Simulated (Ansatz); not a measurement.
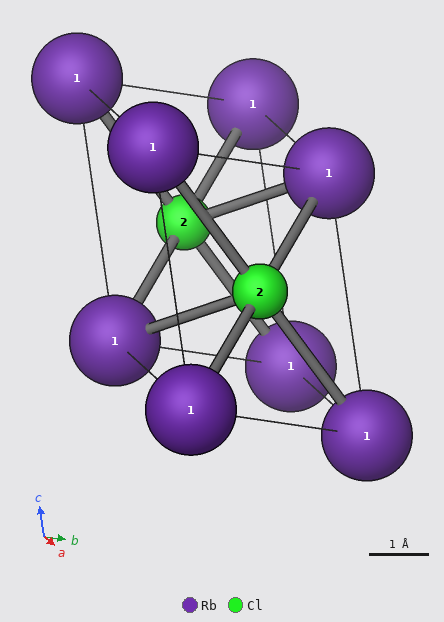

The input geometry (ball-and-stick view of the reduced cell, seen slightly off an axis; atoms are numbered from 1 in the order of the input). Near neighbours in the crystal (not all of them lie inside the picture): Rb has 6 Cl at 3.30 to 3.32 Å; Cl has 6 Rb at 3.30 to 3.32 Å.

**Band-structure calculation, with input and output: RbCl**

System: RbCl (I4/mmm, 2 atoms in the cell).
Method: DFT, PBE, plane waves, PAW, no spin polarisation (Ansatz 0.2.0).

The structure was built on a prototype by a generator. The geometry comes from this level: r2SCAN (a point of a series of strains). It belongs to a series of runs on one base structure; here: epitaxial_xy strain +0.5%. Figures and captions count atoms from 1; the log counts them from 0 in places.

## Input
```yaml
crystal:
  lattice:
    - [0.0, 3.3223418864, 3.3036454337]
    - [3.3223418864, 0.0, 3.3036454337]
    - [3.3223418864, 3.3223418864, 0.0]
  atoms:
    - { symbol: Rb, position: [0.0, 0.0, 0.0] }
    - { symbol: Cl, position: [0.5, 0.5, 0.5] }
kpoints:
  mp_grid: { grid: [6, 6, 6] }
  band_path:
    path:
      - [0.0, 0.0, 0.0]
      - [0.5, 0.0, 0.5]
      - [0.625, 0.25, 0.625]
      - [0.375, 0.375, 0.75]
      - [0.5, 0.5, 0.5]
      - [0.5, 0.25, 0.75]
    npoints: 1
hamiltonian:
  xc: pbe
scf:
  occupations: { method: fermi_dirac, width: 0.02 }
  n_extra_bands: 4
output:
  forces: true
  stress: true
  eigenvalues: true
  write_density: true
  write_potential: true
  elf: true
  volumetric_format: npy
```

Hardware: 2 threads of AMD EPYC (Zen 3), 64 GiB of memory available, shared host.

Launch command:
```bash
ansatz run input.yaml --threads 2 --pin off --max-ram 2211MiB --backend cpu --events-out ev --progress --plain --runs-dir out
```

## The program's output
```
scf.n_extra_bands = 4 over 8 filled bands (N_el = 16.0): the run solves 12 bands
Engine: ansatz 0.2.0, x86_64-unknown-linux-gnu
Pseudopotentials: kind: paw
Pseudopotential: Rb, paw, valence charge 9, recommended cutoff 420 eV (normal), Rb.paw.azcp
Pseudopotential: Cl, paw, valence charge 7, recommended cutoff 420 eV (normal), Cl.paw.azcp
Functional definition: PBE
  parameter kappa = 0.804
  parameter beta = 0.06672455060314922
  exchange = pbe_x(kappa = kappa, mu = beta*pi^2/3)
  correlation = pbe_c(beta = beta)
Crystal: 2 atoms, lattice volume = 72.931 Å³
Basis set: ecut = 420 eV, 1435 PW (Γ), exchange–correlation on 64×64×64 points (8 copies of the dense FFT grid, shifted against one another)
Bands: 12, of which v1, the nominal top of the filled ones, is band 8 counted from 1 (7 counted from 0)
Symmetry: 16 space group operations
Space group: I4/mmm (ITA 139), of the structure as read, at distance tolerance 4.2e-5 Å
k-points: 30 of 216
Non-local potential: Rb, projectors of the file, l = 0: 3, l = 1: 2, l = 2: 2
Non-local potential: Cl, projectors of the file, l = 0: 2, l = 1: 2, l = 2: 2
PAW form: soft (Blöchl's): semilocal exchange-correlation on the pseudo side does not see the compensation charge
PAW one-centre angular grid: Rb, 110 points (default); XC on 64 Gauss nodes
PAW one-centre angular grid: Cl, 110 points (default); XC on 64 Gauss nodes
Initial density: superposition of atomic densities (neutral atoms: chi_scale 0, normalization atom), corrected by the library's trained network
Initial wavefunctions: pseudopotential atomic-orbital guess
Functional: x = pbe(κ = 0.804, μ = 0.2195149727645171), c = pbe(β = 0.06672455060314922)
SCF iter   1: F=—  HF=-4350.761538 eV  |F-HF|=—  |Δ(HF+E_count)|=         —  Δρ=2.09e-4  dr2=5.16e-5  ethr=1.77e-3  ⟨swp⟩=8.1  Hψ=2546  notcnv=0
preconditioner: auto → none  [insulator: Δε(μ)=4.920 eV  Ē_g=13.740 eV  σ=0.020 eV  W_gap=1.00  n_scr=14 (ndim 8)  ℏωp=16.3 eV  f_vac=0.107  D(μ)=0.00/eV (n_scr^D=0)  ε∞_Penn≈2.4]
SCF iter   2: F=—  HF=-4350.761822 eV  |F-HF|=—  |Δ(HF+E_count)|=   2.84e-4  Δρ=8.79e-5  dr2=4.26e-6  ethr=3.22e-7  ⟨swp⟩=3.3  Hψ=1106  notcnv=0
SCF iter   3: F=—  HF=-4350.761839 eV  |F-HF|=—  |Δ(HF+E_count)|=   1.70e-5  Δρ=3.29e-5  dr2=5.25e-7  ethr=2.66e-8  ⟨swp⟩=2.0  Hψ=588  notcnv=0
iter 4 did not close the SCF: its close was put off for the readings that it lacked (scf_convergence_deferred on its scf_iter line)
SCF iter   4: F=-4350.761843 eV  HF=-4350.761843 eV  |F-HF|=6.97e-8  |Δ(HF+E_count)|=   3.84e-6  Δρ=3.45e-6  dr2=8.45e-9  ethr=3.28e-9  ⟨swp⟩=2.0  Hψ=570  notcnv=0
iter 5 did not close the SCF: its close was put off for the readings that it lacked (scf_convergence_deferred on its scf_iter line)
SCF iter   5: F=-4350.761843 eV  HF=-4350.761843 eV  |F-HF|=2.14e-9  |Δ(HF+E_count)|=   7.78e-8  Δρ=8.67e-7  dr2=2.92e-10  ethr=5.28e-11  ⟨swp⟩=2.0  Hψ=587  notcnv=0
SCF iter   6: F=-4350.761843 eV  HF=-4350.761843 eV  |F-HF|=8.19e-12  |Δ(HF+E_count)|=   2.51e-9  Δρ=1.07e-7  dr2=1.43e-11  ethr=1.82e-12  ⟨swp⟩=5.1  Hψ=1997  notcnv=0
SCF 1 converged in 6 iterations: F = -4350.761843 eV  dr2 = 1.43e-11
  greatest PAW one-centre occupation: 0.973 electrons in one spin orbital (limit 2), on the Rb atom at site 0 (counted from 0), in its partial waves of l = 0
```

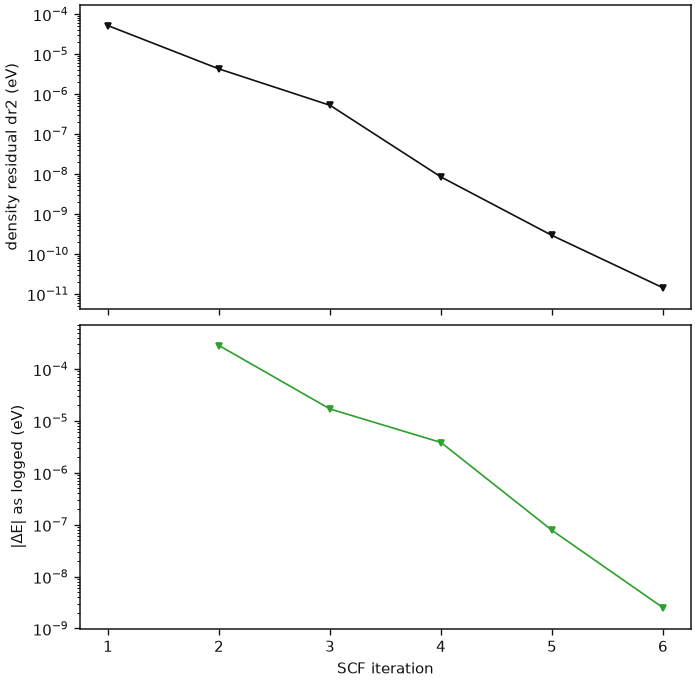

Convergence of the self-consistent field: density residual dr2 and size of the energy change against the SCF iteration. The residual falls at every step.

```
NSCF: frozen V_eff on 6 k-points
SCF converged after 6 iterations
Free energy (F): -4350.761843 eV
Harris-Foulkes:  -4350.761843 eV  (|F-HF|=8.19e-12)
Internal energy: -4350.761843 eV  (E = F + TS)
E sigma→0 (E₀):  -4350.761843 eV
Fermi energy:    3.331397 eV
--- Per-component energies (eV) ---
  E_band       = -108.648072
  E_kinetic    = 354.777126
  E_local      = -818.941264  (includes V_loc(G=0)·N_el)
  E_nonlocal   = 201.569417
  E_hartree    = 224.083665
  E_xc         = -238.827392
  E_vxc        = -260.342982  (∫ρ·V_xc dr)
  E_paw        = -3277.329544  (= ΣΔE_a)
  E_vpaw       = -33.877830  (= ΣTr[D̂ρ^β])
  E_aug_tail   = 0.000089  (compensation charges beyond the density's cutoff)
  E_ewald      = -796.093940
  E_smearing   = -0.000000  (= −TS)
  E_closure    = 0.000000  (closes the sum)
  Σ components = -4350.761843   (vs F -4350.761843, Δ=0.00e0)
--- Forces (eV/Å), atoms counted from 1 ---
  atom   1  Rb    -0.00000000    -0.00000000     0.00000000
  atom   2  Cl     0.00000000     0.00000000     0.00000000
  max |Σ_I F_I| component: 1.18e-29 eV/Å
--- Stress (GPa, compression-positive) ---
        0.402194       0.000000       0.000000
        0.000000       0.402194       0.000000
        0.000000      -0.000000       0.580248
  P = ⅓ Tr σ = 0.4615 GPa (4.615 kbar)
--- Band table (eV; the first three rows and the last of 30) ---
  k-point 0: bands = ["-23.1276", "-11.1254", "-7.1738", "-7.1735", "-7.1735", "0.8486", "0.8486", "0.8551", "5.7781", "8.8084", "8.8084", "8.8420"]
  k-point 1: bands = ["-23.1241", "-11.1394", "-7.1769", "-7.1764", "-7.1682", "0.6060", "0.7659", "0.7686", "6.3839", "8.6459", "9.1447", "9.1647"]
  k-point 2: bands = ["-23.1170", "-11.1672", "-7.1836", "-7.1817", "-7.1575", "0.2003", "0.6088", "0.6091", "7.7019", "8.6202", "10.0719", "10.0863"]
  k-point 29: bands = ["-23.1093", "-11.0792", "-7.4098", "-7.2676", "-7.2676", "0.5379", "0.7447", "0.7447", "7.0658", "8.8132", "10.4497", "10.8471"]
```

## File bands.tsv
```
# k_distance	band_0	band_1	band_2	band_3	band_4	band_5	band_6	band_7	band_8	band_9	band_10	band_11
# fermi_ev = 3.331397
# lock_threshold_ev = 1e-6
# [0, 0, 0] at k_distance = 0.000000
# [0.5, 0, 0.5] at k_distance = 0.945596
# [0.625, 0.25, 0.625] at k_distance = 1.280862
# [0.375, 0.375, 0.75] at k_distance = 1.860466
# [0.5, 0.5, 0.5] at k_distance = 2.441710
# [0.5, 0.25, 0.75] at k_distance = 3.112242
# levels_relative_to = fermi_ev
# free_energy_ev = -4350.761843
# largest_residual_norms_ev = 1.483e-3 1.092e-3 1.108e-3 1.190e-3 1.404e-3 1.998e-3 1.771e-3 1.793e-3 2.608e-3 1.317e-3 1.561e-3 1.992e-3
0.000000	-26.458998	-14.456787	-10.505237	-10.504936	-10.504936	-2.482747	-2.482747	-2.476341	2.446666	5.477041	5.477041	5.510612
0.945596	-26.441082	-14.411053	-10.739835	-10.598555	-10.594796	-2.804703	-2.584200	-2.578274	3.742590	5.474707	7.090952	7.504150
1.280862	-26.441227	-14.442685	-10.699180	-10.566588	-10.556418	-2.869037	-2.765634	-2.692051	4.456163	6.148563	6.444271	7.157687
1.860466	-26.441015	-14.441171	-10.700664	-10.569105	-10.559938	-2.868079	-2.754806	-2.693696	4.442853	6.155263	6.441758	7.176914
2.441710	-26.444902	-14.512358	-10.518281	-10.515706	-10.483743	-3.306230	-2.798489	-2.796821	5.184080	5.411496	7.582021	7.596107
3.112242	-26.440715	-14.439886	-10.670121	-10.669597	-10.497611	-2.896478	-2.720831	-2.710812	5.140148	5.151945	6.741092	6.784103
```

## File v_z.tsv
```
# z_ang	v_es[eV]	v_tot[eV]
# format = ansatz-planar-average/11
# xc	pbe
# density_cutoff_ev	1680
# datasets	Rb=:simpson_from_first_knot:soft	Cl=:simpson_from_first_knot:soft
# lattice	0.000000000	3.322341886	3.303645434
# lattice	3.322341886	0.000000000	3.303645434
# lattice	3.322341886	3.322341886	0.000000000
# sites	2
# site	37	0.000000000	0.000000000	0.000000000
# site	17	3.322341886	3.322341886	3.303645434
0.000000	-5.218015e0	-1.293141e1
0.146828	-4.799874e0	-1.249016e1
0.293656	-3.622318e0	-1.123974e1
0.440484	-1.906224e0	-9.400916e0
0.587313	2.755805e-2	-7.303259e0
0.734141	1.838543e0	-5.321126e0
0.880969	3.272764e0	-3.754297e0
1.027797	4.229853e0	-2.706660e0
1.174625	4.750137e0	-2.138734e0
1.321453	4.879811e0	-2.035387e0
1.468282	4.595163e0	-2.423016e0
1.615110	3.981280e0	-3.191647e0
1.761938	3.234679e0	-4.119174e0
1.908766	2.529062e0	-5.004337e0
2.055594	1.967223e0	-5.722096e0
2.202422	1.605253e0	-6.190703e0
2.349250	1.479621e0	-6.353215e0
2.496079	1.605253e0	-6.190703e0
2.642907	1.967223e0	-5.722096e0
2.789735	2.529062e0	-5.004337e0
2.936563	3.234679e0	-4.119174e0
3.083391	3.981280e0	-3.191647e0
3.230219	4.595163e0	-2.423016e0
3.377048	4.879811e0	-2.035387e0
3.523876	4.750137e0	-2.138734e0
3.670704	4.229853e0	-2.706660e0
3.817532	3.272764e0	-3.754297e0
3.964360	1.838543e0	-5.321126e0
4.111188	2.755805e-2	-7.303259e0
4.258016	-1.906224e0	-9.400916e0
4.404845	-3.622318e0	-1.123974e1
4.551673	-4.799874e0	-1.249016e1
```

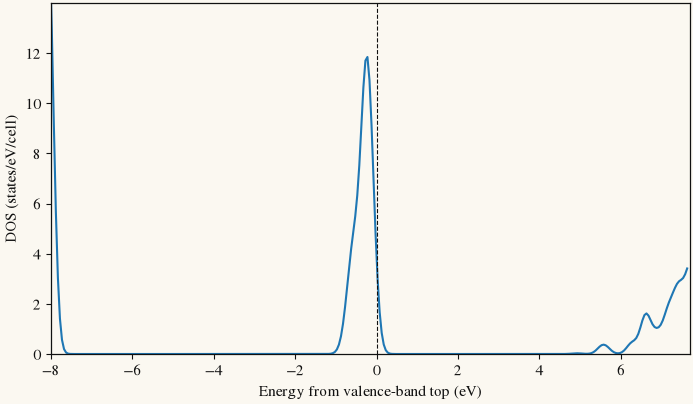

Density of states (the curve is built from the levels of the k mesh with Gaussians 0.3 eV wide, which also blur the band edges), with energies from the valence-band top. There is a gap of 4.92 eV on the k-point mesh. Small ripples come from the finite k-point mesh.

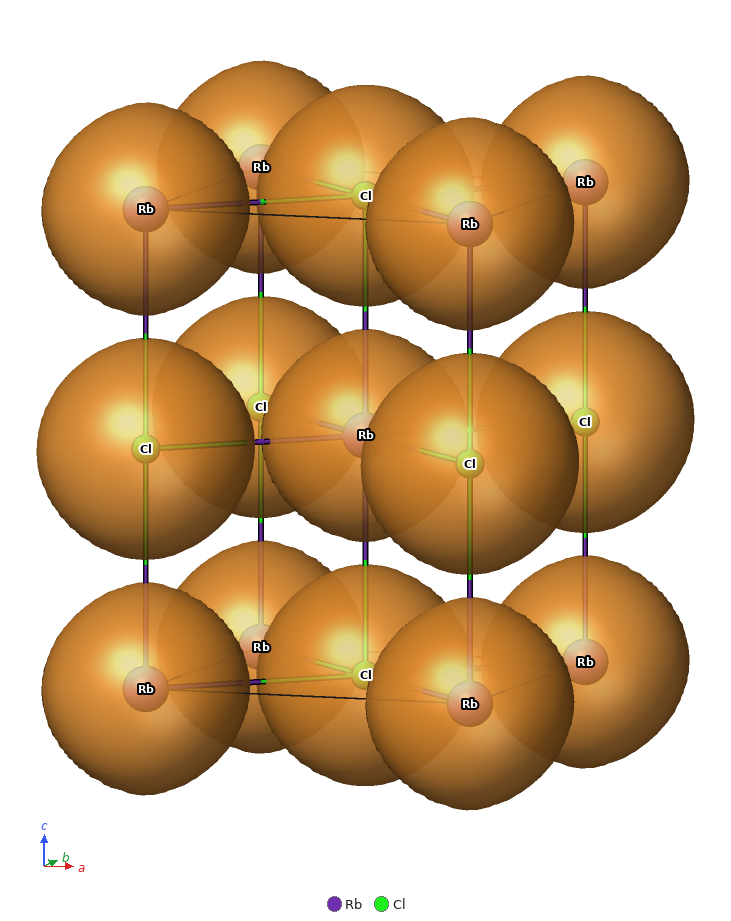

Isosurface of the valence electron density at 0.1 e/Å³ (orange), seen slightly off an axis. Sticks mark near contacts. The outline is the cell set on symmetry axes. At this value the density breaks into separate islands; it holds about 90 % of the electrons treated as valence (semicore included). It is pinched off along the Rb–Cl (3.30 Å) contacts. On the grid the lowest density along these lines, outside the cores, is 0.08 e/Å³ (Rb–Cl, 3.30 Å). In a PAW calculation such maps are meaningful between the atoms, not at the nuclei.

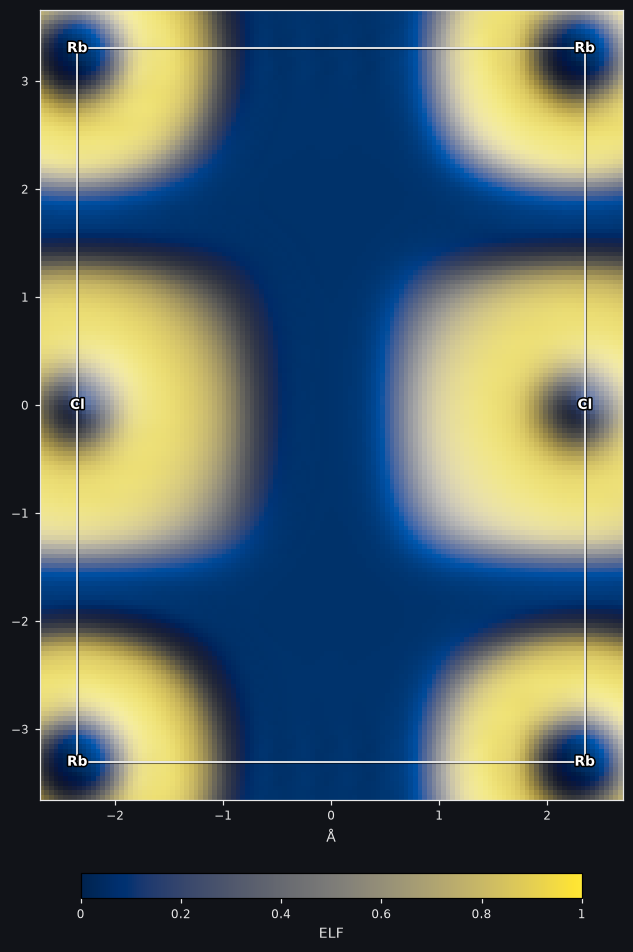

ELF on the (100) plane of the conventional cell. The plane passes through Rb and Cl nuclei. Rb–Cl (3.30 Å): the ELF is about 0.05 at the midpoint (ionic bonding with no shared pair). The strong features right at Rb lie inside the PAW spheres (semicore, d or f shells) and say nothing about bonding.

## Summary

| quantity | value |
| --- | --- |
| outcome | converged |
| space group (tolerance 0.01 Å) | I4/mmm (139) |
| electrons treated | 16 |
| free energy | −4350.7618 eV |
| Fermi energy | 3.331 eV |
| gap on the k-point mesh | 4.92 eV |
| pressure | 0.46 GPa |
| largest force (length of the vector) | under 0.001 eV/Å |
| wall time | 1.5 s (CPU time 1.9 s) |
| peak memory | 0.37 GiB |
